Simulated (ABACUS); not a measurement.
# Band-structure run of KF (part 1 of 2)

KF (Fm-3m, 2 atoms in the cell), computed with Kohn-Sham DFT of a periodic cell, LDA, PseudoDojo NC SR 0.4.1 LDA stringent, no spin polarisation (ABACUS 3.10.1).

The structure derives from an entry of the Crystallography Open Database.

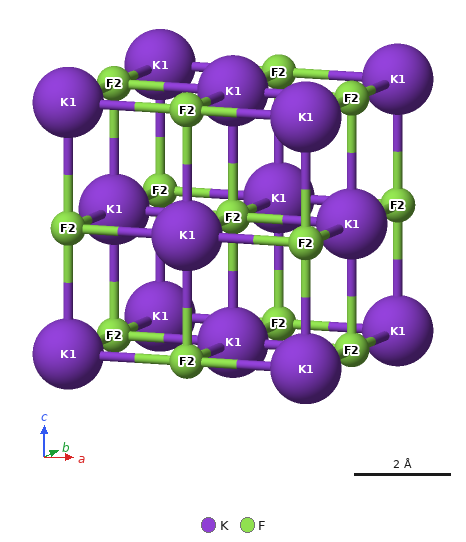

Figure 1. The input geometry (ball-and-stick view of the cell 4 times as large as that of the calculation, set on its symmetry axes, seen slightly off an axis; atoms are numbered from 1 in the order of the input). An atom can appear more than once, as a periodic image. Near neighbours in the periodic cell (some may lie outside the picture): K has 6 F at 2.67 Å; F has 6 K at 2.67 Å.

Input file
```python
"""ABACUS run from a structure file: ASE reads it, the script writes STRU, KPT and INPUT."""
import re
import subprocess
from ase.io import read
from ase.units import Bohr

atoms = read("KF.xyz")
atoms = atoms[(-atoms.numbers).argsort(kind="stable")]  # ABACUS lists atoms element by element
pseudo = {'K': 'K.upf', 'F': 'F.upf'}
orbital = {}
magmoms = None
kmesh = [7, 7, 7]
params = {
    'suffix': 'KF',
    'calculation': 'scf',
    'basis_type': 'pw',
    'pseudo_dir': './',
    'symmetry': 1,
    'dft_functional': 'pz',
    'ecutwfc': 84,
    'pseudo_rcut': 7,
    'nspin': 1,
    'nbands': 18,
    'ks_solver': 'dav',
    'smearing_method': 'fd',
    'smearing_sigma': 0.00367493,
    'scf_thr': 1e-08,
    'scf_nmax': 100,
    'mixing_type': 'broyden',
    'mixing_beta': 0.7,
    'cal_force': 1,
    'cal_stress': 1,
    'out_chg': 1,
    'kpar': 4,
}

symbols = atoms.get_chemical_symbols()
elements = list(dict.fromkeys(symbols))
lines = ["ATOMIC_SPECIES"] + [f"{e} {atoms.get_masses()[symbols.index(e)]:.4f} {pseudo[e]}" for e in elements]
if orbital:
    lines += ["", "NUMERICAL_ORBITAL"] + [orbital[e] for e in elements]
lines += ["", "LATTICE_CONSTANT", f"{1 / Bohr:.10f}", "", "LATTICE_VECTORS"]
lines += [" ".join(f"{x:.10f}" for x in v) for v in atoms.cell]
lines += ["", "ATOMIC_POSITIONS", "Direct"]
for e in elements:
    lines += ["", e, "0.0", str(symbols.count(e))]
    for i, p in enumerate(atoms.get_scaled_positions(wrap=False)):
        if symbols[i] == e:
            mag = "" if magmoms is None else " mag " + " ".join(str(x) for x in (magmoms[i] if isinstance(magmoms[i], list) else [magmoms[i]]))
            lines.append(" ".join(f"{x:.10f}" for x in p) + " 1 1 1" + mag)
open("STRU", "w").write("\n".join(lines) + "\n")
open("KPT", "w").write("K_POINTS\n0\nGamma\n%d %d %d 0 0 0\n" % tuple(kmesh))
open("INPUT", "w").write("INPUT_PARAMETERS\n" + "".join(f"{k:<20s}{v}\n" for k, v in params.items()))

done = subprocess.run(['mpirun', '-np', '4', 'abacus'])
if done.returncode:
    raise SystemExit(done.returncode)
log = open("OUT.KF/running_scf.log").read()
print("final energy (eV):", re.findall(r"FINAL_ETOT_IS (\S+)", log))
```

File KF.xyz
```
2
Lattice="0.0000000000 2.6718500000 2.6718500000 2.6718500000 0.0000000000 2.6718500000 2.6718500000 2.6718500000 0.0000000000" Properties=species:S:1:pos:R:3 pbc="T T T"
K      0.0000000000      0.0000000000      0.0000000000
F      2.6718500000      2.6718500000      2.6718500000
```

File INPUT
```
INPUT_PARAMETERS
suffix              KF
calculation         scf
basis_type          pw
pseudo_dir          ./
symmetry            1
dft_functional      pz
ecutwfc             84
pseudo_rcut         7
nspin               1
nbands              18
ks_solver           dav
smearing_method     fd
smearing_sigma      0.00367493
scf_thr             1e-08
scf_nmax            100
mixing_type         broyden
mixing_beta         0.7
cal_force           1
cal_stress          1
out_chg             1
kpar                4
```

File STRU
```
ATOMIC_SPECIES
K 39.0983 K.upf
F 18.9984 F.upf

LATTICE_CONSTANT
1.8897261258

LATTICE_VECTORS
0.0000000000 2.6718500000 2.6718500000
2.6718500000 0.0000000000 2.6718500000
2.6718500000 2.6718500000 0.0000000000

ATOMIC_POSITIONS
Direct

K
0.0
1
0.0000000000 0.0000000000 -0.0000000000 1 1 1

F
0.0
1
0.5000000000 0.5000000000 0.5000000000 1 1 1
```

File KPT
```
K_POINTS
0
Gamma
7 7 7 0 0 0
```

Machine: 4 threads of Intel Xeon (Granite Rapids), 64 GiB of memory available, shared host.

Launched with:
```bash
OMP_NUM_THREADS=1 python run_abacus.py > log
```

The program's output
```
ABACUS v3.10.1

               Atomic-orbital Based Ab-initio Computation at UStc

 ------------------------------------------------------------------------------------

 READING GENERAL INFORMATION
                           global_out_dir = OUT.KF/
                           global_in_card = INPUT
                               pseudo_dir = ./
                              orbital_dir =
                                    DSIZE = 4
                                    GSIZE = 1

 READING UNITCELL INFORMATION
                                    ntype = 2
                  lattice constant (Bohr) = 1.88973
              lattice constant (Angstrom) = 1

 READING ATOM TYPE 1
                               atom label = K
                      L=0, number of zeta = 1
                      L=1, number of zeta = 1
                      L=2, number of zeta = 1
             number of atom for this type = 1

 READING ATOM TYPE 2
                               atom label = F
                      L=0, number of zeta = 1
                      L=1, number of zeta = 1
                      L=2, number of zeta = 1
             number of atom for this type = 1

                        TOTAL ATOM NUMBER = 2
DIRECT COORDINATES
    atom                   x                   y                   z     mag                  vx                  vy                  vz
taud_K1            0.0000000000        0.0000000000        0.0000000000  0.0000        0.0000000000        0.0000000000        0.0000000000
taud_F1            0.5000000000        0.5000000000        0.5000000000  0.0000        0.0000000000        0.0000000000        0.0000000000

                          Volume (Bohr^3) = 257.432
                             Volume (A^3) = 38.1475

 Lattice vectors: (Cartesian coordinate: in unit of a_0)
                   +0            +2.67185            +2.67185
             +2.67185                  +0            +2.67185
             +2.67185            +2.67185                  +0
 Reciprocal vectors: (Cartesian coordinate: in unit of 2 pi/a_0)
            -0.187136           +0.187136           +0.187136
            +0.187136           -0.187136           +0.187136
            +0.187136           +0.187136           -0.187136
 The esolver type has been set to : ksdft_pw

                PAO radial cut off (Bohr) = 7

 Read in pseudopotential file is K.upf
                     pseudopotential type = NC
          exchange-correlation functional = SLAPWNOGXNOGC
                 nonlocal core correction = 1
                        valence electrons = 9
                                     lmax = 2
                           number of zeta = 3
                     number of projectors = 6
                           L of projector = 0
                           L of projector = 0
                           L of projector = 1
                           L of projector = 1
                           L of projector = 2
                           L of projector = 2
 XC functional updated to : pz
          exchange-correlation functional = PZ
                PAO radial cut off (Bohr) = 7

 Read in pseudopotential file is F.upf
                     pseudopotential type = NC
          exchange-correlation functional = SLA PW NOGXNOGC
                 nonlocal core correction = 1
                        valence electrons = 7
                                     lmax = 2
                           number of zeta = 2
                     number of projectors = 5
                           L of projector = 0
                           L of projector = 0
                           L of projector = 1
                           L of projector = 1
                           L of projector = 2
 XC functional updated to : pz
          exchange-correlation functional = PZ
     initial pseudo atomic orbital number = 9

 SETUP THE ELECTRONS NUMBER
             electron number of element K = 9
       total electron number of element K = 9
             electron number of element F = 7
       total electron number of element F = 7
            AUTOSET number of electrons:  = 16
                           occupied bands = 8
                                   NBANDS = 18
                                   NLOCAL = 18

%%%%%%%%%%%%%%%%%%%%%%%%%%%%%%%%%%%%%%%%%%%%%%%%%%%%%%%%%%%%%%%%%%%%%%%%%%%%%%%%%%%%%%%%%%%%%%%%%%%%%%%%%%
 Warning: the number of valence electrons in pseudopotential > 1 for K: [Ar] 4s1
 Pseudopotentials with additional electrons can yield (more) accurate outcomes, but may be less efficient.
 If you're confident that your chosen pseudopotential is appropriate, you can safely ignore this warning.
%%%%%%%%%%%%%%%%%%%%%%%%%%%%%%%%%%%%%%%%%%%%%%%%%%%%%%%%%%%%%%%%%%%%%%%%%%%%%%%%%%%%%%%%%%%%%%%%%%%%%%%%%%

 SETUP THE PLANE WAVE BASIS
 energy cutoff for charge/potential (unit:Ry) = 336
            fft grid for charge/potential = [ 45, 45, 45 ]
                        fft grid division = [ 1, 1, 1 ]
        big fft grid for charge/potential = [ 45, 45, 45 ]
                                     nbxx = 91125
                                     nrxx = 91125

 SETUP PLANE WAVES FOR CHARGE/POTENTIAL
                    number of plane waves = 26717
                         number of sticks = 1177

 PARALLEL PW FOR CHARGE/POTENTIAL
     PROC   COLUMNS(POT)             PW
        1           1177          26717
 --------------- sum -------------------
        1           1177          26717
                            number of |g| = 292
                                  max |g| = 30.3623
                                  min |g| = 0

----------- Double Check Mixing Parameters Begin ------------
mixing_type: broyden
mixing_beta: 0.7
mixing_gg0: 1
mixing_gg0_min: 0.1
mixing_ndim: 8
----------- Double Check Mixing Parameters End ------------

 LATTICE VECTORS: (CARTESIAN COORDINATE: IN UNIT OF A0)
                   +0            +2.67185            +2.67185
             +2.67185                  +0            +2.67185
             +2.67185            +2.67185                  +0
                       right hand lattice = 1
                                   NORM_A = 3.77857
                                   NORM_B = 3.77857
                                   NORM_C = 3.77857
                           ALPHA (DEGREE) = 60
                           BETA  (DEGREE) = 60
                           GAMMA (DEGREE) = 60

 The lattice vectors have been changed (STRU_SIMPLE.cif)

(for optimal symmetric configuration:)
                             BRAVAIS TYPE = 3
                     BRAVAIS LATTICE NAME = 03. Cubic F (face-centered)
                                    ibrav = 3
                                    IBRAV = 3
                                  BRAVAIS = FACE CENTERED CUBIC
                       LATTICE CONSTANT A = 5.3437
Original cell was already a primitive cell.
                        ROTATION MATRICES = 48
              PURE POINT GROUP OPERATIONS = 48
                   SPACE GROUP OPERATIONS = 48
                              POINT GROUP = O_h
               POINT GROUP IN SPACE GROUP = O_h

 SETUP K-POINTS
                                    nspin = 1
                   Input type of k points = Monkhorst-Pack(Gamma)
                                   nkstot = 343
                       right hand lattice = 1
(for reciprocal lattice: )
                             BRAVAIS TYPE = 2
                     BRAVAIS LATTICE NAME = 02. Cubic I (body-centered)
                                    ibrav = 2
                       right hand lattice = 1
(for k-lattice: )
                             BRAVAIS TYPE = 2
                     BRAVAIS LATTICE NAME = 02. Cubic I (body-centered)
                                    ibrav = 2
                       right hand lattice = 1
                        ROTATION MATRICES = 48
                               nkstot_ibz = 20
K-POINTS REDUCTION ACCORDING TO SYMMETRY
     IBZ    DIRECT_X    DIRECT_Y    DIRECT_Z  WEIGHT  ibz2bz
       1  0.00000000  0.00000000  0.00000000  0.0029       0
       2  0.14285714  0.14285714  0.14285714  0.0233       1
       3  0.28571429  0.28571429  0.28571429  0.0233       2
       4  0.42857143  0.42857143  0.42857143  0.0233       3
       5  0.14285714  0.14285714  0.00000000  0.0175       8
       6  0.28571429  0.14285714  0.28571429  0.0700       9
       7  0.42857143  0.28571429  0.42857143  0.0700      10
       8 -0.42857143  0.42857143  0.42857143  0.0700      11
       9  0.42857143  0.28571429  0.28571429  0.0700      12
      10  0.28571429  0.14285714  0.14285714  0.0350      13
      11  0.28571429  0.28571429  0.00000000  0.0175      16
      12  0.42857143  0.42857143  0.14285714  0.0700      17
      13 -0.28571429  0.42857143  0.42857143  0.0700      18
      14 -0.42857143  0.28571429  0.28571429  0.0350      19
      15  0.42857143  0.42857143  0.00000000  0.0175      24
      16 -0.14285714  0.42857143  0.42857143  0.0350      25
      17  0.42857143  0.28571429  0.14285714  0.0700      66
      18 -0.42857143  0.42857143  0.28571429  0.1399      67
      19 -0.42857143  0.42857143  0.14285714  0.0700      74
      20 -0.28571429  0.42857143  0.28571429  0.0700      75

                               nkstot now = 20
[... K-POINTS DIRECT COORDINATES: 20 rows ...]

           k-point number in this process = 5
       minimum distributed K point number = 5
[... stars of the k points ...]

[... K-POINTS CARTESIAN COORDINATES: 5 rows ...]

[... K-POINTS DIRECT COORDINATES: 5 rows ...]

 SETUP PLANE WAVES FOR WAVE FUNCTIONS
     energy cutoff for wavefunc (unit:Ry) = 84
              fft grid for wave functions = [ 45, 45, 45 ]
                    number of plane waves = 3839
                         number of sticks = 313

 PARALLEL PW FOR WAVE FUNCTIONS
     PROC   COLUMNS(POT)             PW
        1            313           3839
 --------------- sum -------------------
        1            313           3839

 SETUP NONLOCAL PSEUDOPOTENTIALS IN PLANE WAVE BASIS
 K non-local projectors:
 projector 1 L=0
 projector 2 L=0
 projector 3 L=1
 projector 4 L=1
 projector 5 L=2
 projector 6 L=2
 F non-local projectors:
 projector 1 L=0
 projector 2 L=0
 projector 3 L=1
 projector 4 L=1
 projector 5 L=2
      TOTAL NUMBER OF NONLOCAL PROJECTORS = 31

 Init Non-Local PseudoPotential table :
 Init Non-Local-Pseudopotential done.

                                     npwx = 3383

 Make real space PAO into reciprocal space.
       max mesh points in Pseudopotential = 701
     dq(describe PAO in reciprocal space) = 0.01
                                    max q = 1104

 number of pseudo atomic orbitals for K is 3
WARNING: norm of atomic wavefunction # 2 of atomic type K is 0.999998, renormalized
WARNING: norm of atomic wavefunction # 3 of atomic type K is 0.930208, renormalized
```
